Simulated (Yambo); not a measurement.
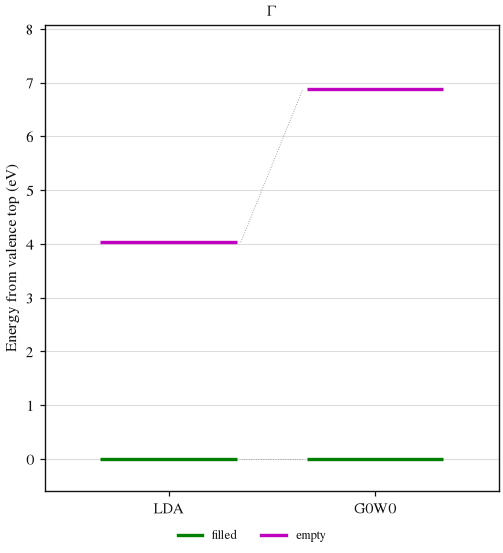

Levels at Γ in LDA and in G0W0, each set counted from its own valence top. Only the states that were corrected are drawn, so degenerate partners can be missing.

System: rocksalt KBr, space group Fm-3m (No. 225), 2 atoms in the primitive cell; cubic a = 6.600 Å. Starting point: LDA, PseudoDojo 0.4.1 SR LDA standard, no spin polarisation, no spin-orbit coupling, 6×6×6 k mesh, 980 eV cutoff, fixed occupations (Yambo 5.3.0). Many-body step: G0W0 with frequency dependence of W plasmon pole, bands in the response 108, bands in the self-energy 108, cutoff of the response matrix 8 Ry and cutoff of exchange and Vxc 72 Ry.

By how much does the gap open?

Over the k points that were corrected, the smallest gap goes from 4.03 eV in LDA (direct at Γ) to 6.88 eV in G0W0 (direct at Γ), a change of +2.85 eV (+71 %).

What are the quasiparticle weights at the band edges?

The quasiparticle weight (renormalisation factor) lies between 0.82 and 0.87 for the top filled and first empty levels.

```
k point  LDA direct gap (eV)  G0W0 direct gap (eV)
      Γ                 4.03                  6.88
```

Spin-orbit coupling is left out, which matters for Br. Bands, cutoffs and mesh are finite, so these values aren't at the basis limit.
